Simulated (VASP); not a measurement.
Geometry relaxation, with input and output: AlP (part 2 of 3)

AlP (slab, 8 atoms in the cell); Kohn-Sham DFT of a periodic cell, PBE with D3(BJ), VASP PAW PBE potentials, recommended, no spin polarisation (VASP 6.6.1); cutoff 520 eV, 8×8×1 k-mesh, Gaussian smearing of 0.05 eV. The structure derives from an entry of the Crystallography Open Database. It belongs to a series of runs on one base structure; here: the (1 1 1) slab of AlP, cut from the database cell, not relaxed.

Geometry of the input (Å; fractional positions):
```
3.8544  0.0000  0.0000
-1.9272  3.3380  0.0000
0.0000  0.0000  25.2282
P  0.0000  0.0000  0.2973
P  0.3333  0.6667  0.4220
P  0.6667  0.3333  0.5468
P  0.0000  0.0000  0.6715
Al 0.3333  0.6667  0.3285
Al 0.6667  0.3333  0.4532
Al 0.0000  0.0000  0.5780
Al 0.3333  0.6667  0.7027
```

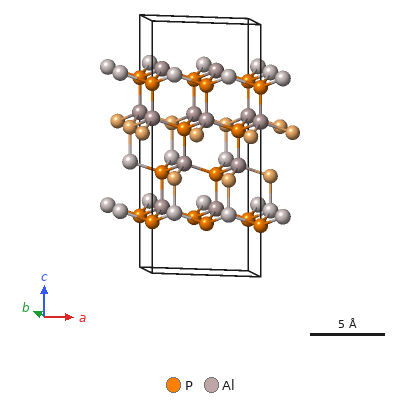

The starting structure (ball-and-stick view of the 2 × 1 repeat of the cell, with the vacuum cut short, seen slightly off an axis; neighbours outside the cell are drawn fainter).

**Parts of OUTCAR, continued**
```
 Subroutine INISYM returns: Found  6 space group operations
 (whereof  6 operations are pure point group operations),
 and found     1 'primitive' translations

----------------------------------------------------------------------------------------

                                     Primitive cell

  volume of cell :     324.5930

  direct lattice vectors                    reciprocal lattice vectors
     3.854439064  0.000000000  0.000000000     0.259441123  0.149788402  0.000000000
    -1.927219532  3.338042147  0.000000000     0.000000000  0.299576805  0.000000000
     0.000000000  0.000000000 25.228193031     0.000000000  0.000000000  0.039638194

  length of vectors
     3.854439064  3.854439064 25.228193031     0.299576805  0.299576805  0.039638194

  position of ions in fractional coordinates (direct lattice)
     0.000000000  0.000000000  0.297286452
     0.333333333  0.666666667  0.422033251
     0.666666667  0.333333333  0.546780050
     0.000000000  0.000000000  0.671526848
     0.333333333  0.666666667  0.328473152
     0.666666667  0.333333333  0.453219950
     0.000000000  0.000000000  0.577966749
     0.333333333  0.666666667  0.702713548

  ion indices of the primitive-cell ions
   primitive index   ion index
                 1           1
                 2           2
                 3           3
                 4           4
                 5           5
                 6           6
                 7           7
                 8           8

----------------------------------------------------------------------------------------

 KPOINTS: k-points

Automatic generation of k-mesh.
 Grid dimensions read from file:
 generate k-points for:    8    8    1

 Generating k-lattice:

  Cartesian coordinates                     Fractional coordinates (reciprocal lattice)
     0.032430140  0.018723550  0.000000000     0.125000000  0.000000000  0.000000000
     0.000000000  0.037447101  0.000000000     0.000000000  0.125000000  0.000000000
     0.000000000  0.000000000  0.039638194     0.000000000  0.000000000  1.000000000

  Length of vectors
     0.037447101  0.037447101  0.039638194

  Shift w.r.t. Gamma in fractional coordinates (k-lattice)
     0.000000000  0.000000000  0.000000000

 Subroutine IBZKPT returns following result:
 ===========================================

 Found     10 irreducible k-points:

 Following reciprocal coordinates:
            Coordinates               Weight
  0.000000  0.000000  0.000000      1.000000
  0.125000  0.000000  0.000000      6.000000
  0.250000  0.000000  0.000000      6.000000
  0.375000  0.000000  0.000000      6.000000
  0.500000  0.000000  0.000000      3.000000
  0.125000  0.125000  0.000000      6.000000
  0.250000  0.125000  0.000000     12.000000
  0.375000  0.125000  0.000000     12.000000
  0.250000  0.250000  0.000000      6.000000
  0.375000  0.250000  0.000000      6.000000
   k-points           NKPTS =     10   k-points in BZ     NKDIM =     10   number of bands    NBANDS=     21
   number of dos      NEDOS =    301   number of ions     NIONS =      8
   total plane-waves  NPLWV = 172800
   dimension x,y,z NGX =    30 NGY =   30 NGZ =  192
   dimension x,y,z NGXF=    60 NGYF=   60 NGZF=  384
   ions per type =               4   4
   NGX,Y,Z   is equivalent  to a cutoff of  12.94, 12.94, 12.65 a.u.
   NGXF,Y,Z  is equivalent  to a cutoff of  25.88, 25.88, 25.30 a.u.
 SYSTEM =  AlP
   PREC   = accura    normal or accurate (medium, high low for compatibility)
   ISTART =      0    job   : 0-new  1-cont  2-samecut
   ICHARG =      2    charge: 1-file 2-atom 10-const
   ISPIN  =      1    spin polarized calculation?
   LNONCOLLINEAR =      F non collinear calculations
   LSORBIT =      F    spin-orbit coupling
   LASPH  =      T    aspherical Exc in radial PAW
   ENCUT  =  520.0 eV  38.22 Ry    6.18 a.u.   7.17  7.17 46.91*2*pi/ulx,y,z
   NELM   =     60;   NELMIN=  2; NELMDL= -5     # of ELM steps
   EDIFF  = 0.1E-06   stopping-criterion for ELM
   LREAL  =      F    real-space projection
   EDIFFG = -.1E-01   stopping-criterion for IOM
   NSW    =     60    number of steps for IOM
   IBRION =      2    ionic relax: 0-MD 1-quasi-New 2-CG
   NFREE  =      1    steps in history (QN), initial steepest desc. (CG)
   ISIF   =      2    stress and relaxation
   ISYM   =      2    0-nonsym 1-usesym 2-fastsym
   POTIM  = 0.5000    time-step for ionic-motion
   TEBEG  =    0.0;   TEEND  =   0.0 temperature during run
   PSTRESS=    0.0 pullay stress
   NELECT =      32.0000    total number of electrons
   NUPDOWN=      -1.0000    fix difference up-down
   EMIN   =  10.00;   EMAX   =-10.00  energy-range for DOS
   EFERMI =   0.00;   METHOD = LEGACY
   ISMEAR =     0;   SIGMA  =   0.05  broadening in eV -4-tet -1-fermi 0-gaus
   EFERMI_NEDOS =   21; number of points for ismear=-14 and -15
   IALGO  =     38    algorithm
   IMIX   =      4    mixing-type and parameters
     AMIX     =   0.40;   BMIX     =  1.00
     AMIX_MAG =   1.60;   BMIX_MAG =  1.00
  volume/ion in A,a.u.               =      40.57       273.81
  Fermi-wavevector in a.u.,A,eV,Ry     =   0.756273  1.429148  7.781831  0.571948
  Thomas-Fermi vector in A             =   1.854356
   LORBIT       =      0    0 simple, 1 ext, 2 COOP (PROOUT), +10 PAW based schemes
   GGA     = PE    functional components
   LHFCALC =     F    Hartree Fock is set to
   AEXX    =    0.0000 exact exchange contribution
   IVDW    =    12    specifies the selected vdW correction
   LEPSILON=     F    determine dielectric tensor
   LRPA    =     F    only Hartree local field effects (RPA)
 conjugate gradient relaxation of ions
 non-spin polarized calculation
 Gauss-broadening in eV      SIGMA  =   0.05
  energy-cutoff  :      520.00
  volume of cell :      324.59
 maximum number of plane-waves:      8779
 NGX is ok and might be reduce to    30
   NGX = 15   NGY = 15   NGZ = 93

 dipolmoment           0.000000      0.000000      0.004662 electrons x Angstroem

--------------------------------------- Ionic step        1  -------------------------------------------

 number of electron      31.9999998 magnetization

 Free energy of the ion-electron system (eV)
  ---------------------------------------------------
  ext. energy  EPLUGINS =         0.00000000
  ---------------------------------------------------
  free energy    TOTEN  =       -38.59157900 eV

  energy without entropy =      -38.57592762  energy(sigma->0) =      -38.58375331

------------------------ aborting loop because EDIFF is reached ----------------------------------------

 Edisp (eV)   -2.05845

 E8    (eV) :    -0.8731

  FORCE on cell =-STRESS in cart. coord.  units (eV):
  Direction    XX          YY          ZZ          XY          YZ          ZX
  --------------------------------------------------------------------------------------
  -------------------------------------------------------------------------------------
  Total      -1.06231    -1.06231     1.63507     0.00000     0.00000     0.00000
  in kB      -5.24353    -5.24353     8.07065     0.00000     0.00000     0.00000
  external pressure =       -0.81 kB  Pullay stress =        0.00 kB

 VOLUME and BASIS-vectors are now :
 -----------------------------------------------------------------------------
  energy-cutoff  :      520.00
  volume of cell :      324.59
      direct lattice vectors                 reciprocal lattice vectors
     3.854439064  0.000000000  0.000000000     0.259441123  0.149788402  0.000000000
    -1.927219532  3.338042147  0.000000000     0.000000000  0.299576805  0.000000000
     0.000000000  0.000000000 25.228193031     0.000000000  0.000000000  0.039638194

 POSITION                                       TOTAL-FORCE (eV/Angst)
 -----------------------------------------------------------------------------------
      0.00000      0.00000      7.50000         0.000000     -0.000000      0.175016
     -0.00000      2.22536     10.64714         0.000000     -0.000000      0.635965
      1.92722      1.11268     13.79427         0.000000     -0.000000      0.497788
      0.00000      0.00000     16.94141        -0.000000      0.000000      0.732993
     -0.00000      2.22536      8.28678         0.000000      0.000000     -0.569754
      1.92722      1.11268     11.43392        -0.000000      0.000000     -0.524946
      0.00000      0.00000     14.58106         0.000000     -0.000000     -0.573477
     -0.00000      2.22536     17.72819        -0.000000      0.000000     -0.373585
 -----------------------------------------------------------------------------------
    total drift:                                0.000000     -0.000000      0.000208

  FREE ENERGIE OF THE ION-ELECTRON SYSTEM (eV)
  ---------------------------------------------------
  free  energy   TOTEN  =       -40.6500317460 eV

  energy  without entropy=      -40.6343803672  energy(sigma->0) =      -40.64220606

--------------------------------------- Ionic step        2  -------------------------------------------

 number of electron      31.9999997 magnetization

------------------------ aborting loop because EDIFF is reached ----------------------------------------

 Edisp (eV)   -2.05687

 E8    (eV) :    -0.8724

  FORCE on cell =-STRESS in cart. coord.  units (eV):
  Direction    XX          YY          ZZ          XY          YZ          ZX
  --------------------------------------------------------------------------------------
  -------------------------------------------------------------------------------------
  Total      -0.62406    -0.62406     0.91526     0.00000     0.00000     0.00000
  in kB      -3.08035    -3.08035     4.51768     0.00000     0.00000     0.00000
  external pressure =       -0.55 kB  Pullay stress =        0.00 kB

 VOLUME and BASIS-vectors are now :
 -----------------------------------------------------------------------------
  energy-cutoff  :      520.00
  volume of cell :      324.59
      direct lattice vectors                 reciprocal lattice vectors
     3.854439064  0.000000000  0.000000000     0.259441123  0.149788402  0.000000000
    -1.927219532  3.338042147  0.000000000     0.000000000  0.299576805  0.000000000
     0.000000000  0.000000000 25.228193031     0.000000000  0.000000000  0.039638194

 POSITION                                       TOTAL-FORCE (eV/Angst)
 -----------------------------------------------------------------------------------
      0.00000      0.00000      7.50000         0.000000     -0.000000      0.153541
     -0.00000      2.22536     10.64714        -0.000000      0.000000      0.706639
      1.92722      1.11268     13.81829        -0.000000      0.000000      0.168053
     -0.00000      0.00000     16.97677         0.000000      0.000000      0.242272
     -0.00000      2.22536      8.28678         0.000000     -0.000000     -0.580918
      1.92722      1.11268     11.43392        -0.000000      0.000000     -0.448721
     -1.92722      3.33804     14.55339         0.000000     -0.000000     -0.011753
     -0.00000      2.22536     17.71017        -0.000000      0.000000     -0.229113
 -----------------------------------------------------------------------------------
    total drift:                                0.000000     -0.000000     -0.000021

  FREE ENERGIE OF THE ION-ELECTRON SYSTEM (eV)
  ---------------------------------------------------
  free  energy   TOTEN  =       -40.6880762893 eV

  energy  without entropy=      -40.6720792830  energy(sigma->0) =      -40.68007779

--------------------------------------- Ionic step        3  -------------------------------------------

 number of electron      31.9999997 magnetization

------------------------ aborting loop because EDIFF is reached ----------------------------------------

 Edisp (eV)   -2.05614

 E8    (eV) :    -0.8721

  FORCE on cell =-STRESS in cart. coord.  units (eV):
  Direction    XX          YY          ZZ          XY          YZ          ZX
  --------------------------------------------------------------------------------------
  -------------------------------------------------------------------------------------
  Total      -0.41894    -0.41894     0.63500    -0.00000     0.00000    -0.00000
  in kB      -2.06787    -2.06787     3.13435    -0.00000     0.00000    -0.00000
  external pressure =       -0.33 kB  Pullay stress =        0.00 kB

 VOLUME and BASIS-vectors are now :
 -----------------------------------------------------------------------------
  energy-cutoff  :      520.00
  volume of cell :      324.59
      direct lattice vectors                 reciprocal lattice vectors
     3.854439064  0.000000000  0.000000000     0.259441123  0.149788402  0.000000000
    -1.927219532  3.338042147  0.000000000     0.000000000  0.299576805  0.000000000
     0.000000000  0.000000000 25.228193031     0.000000000  0.000000000  0.039638194

 POSITION                                       TOTAL-FORCE (eV/Angst)
 -----------------------------------------------------------------------------------
      0.00000      0.00000      7.50000        -0.000000      0.000000      0.145509
     -0.00000      2.22536     10.64714         0.000000     -0.000000      0.738841
      1.92722      1.11268     13.82933         0.000000     -0.000000      0.028426
     -0.00000      0.00000     16.99303        -0.000000      0.000000      0.054746
     -0.00000      2.22536      8.28678        -0.000000      0.000000     -0.587611
      1.92722      1.11268     11.43392         0.000000     -0.000000     -0.418329
      0.00000      0.00000     14.54067         0.000000     -0.000000      0.206479
     -0.00000      2.22536     17.70189         0.000000      0.000000     -0.168061
 -----------------------------------------------------------------------------------
    total drift:                                0.000000     -0.000000      0.000049

  FREE ENERGIE OF THE ION-ELECTRON SYSTEM (eV)
  ---------------------------------------------------
  free  energy   TOTEN  =       -40.6919185054 eV

  energy  without entropy=      -40.6758623232  energy(sigma->0) =      -40.68389041

--------------------------------------- Ionic step        4  -------------------------------------------

 number of electron      31.9999997 magnetization

------------------------ aborting loop because EDIFF is reached ----------------------------------------

 Edisp (eV)   -2.05629

 E8    (eV) :    -0.8722

  FORCE on cell =-STRESS in cart. coord.  units (eV):
  Direction    XX          YY          ZZ          XY          YZ          ZX
  --------------------------------------------------------------------------------------
  -------------------------------------------------------------------------------------
  Total      -0.37760    -0.37760     0.66260     0.00000     0.00000     0.00000
  in kB      -1.86382    -1.86382     3.27056     0.00000     0.00000     0.00000
  external pressure =       -0.15 kB  Pullay stress =        0.00 kB

 VOLUME and BASIS-vectors are now :
 -----------------------------------------------------------------------------
  energy-cutoff  :      520.00
  volume of cell :      324.59
      direct lattice vectors                 reciprocal lattice vectors
     3.854439064  0.000000000  0.000000000     0.259441123  0.149788402  0.000000000
    -1.927219532  3.338042147  0.000000000     0.000000000  0.299576805  0.000000000
     0.000000000  0.000000000 25.228193031     0.000000000  0.000000000  0.039638194

 POSITION                                       TOTAL-FORCE (eV/Angst)
 -----------------------------------------------------------------------------------
      0.00000      0.00000      7.50000         0.000000     -0.000000      0.141396
     -0.00000      2.22536     10.64714        -0.000000     -0.000000      0.741225
      1.92722      1.11268     13.83241        -0.000000     -0.000000      0.035229
      3.85444      0.00000     16.99825        -0.000000     -0.000000      0.030062
     -0.00000      2.22536      8.28678         0.000000      0.000000     -0.583822
      1.92722      1.11268     11.43392        -0.000000      0.000000     -0.396333
     -1.92722      3.33804     14.54972         0.000000      0.000000      0.149697
     -0.00000      2.22536     17.69184         0.000000     -0.000000     -0.117453
 -----------------------------------------------------------------------------------
    total drift:                                0.000000     -0.000000     -0.000227

  FREE ENERGIE OF THE ION-ELECTRON SYSTEM (eV)
  ---------------------------------------------------
  free  energy   TOTEN  =       -40.6952801912 eV
```
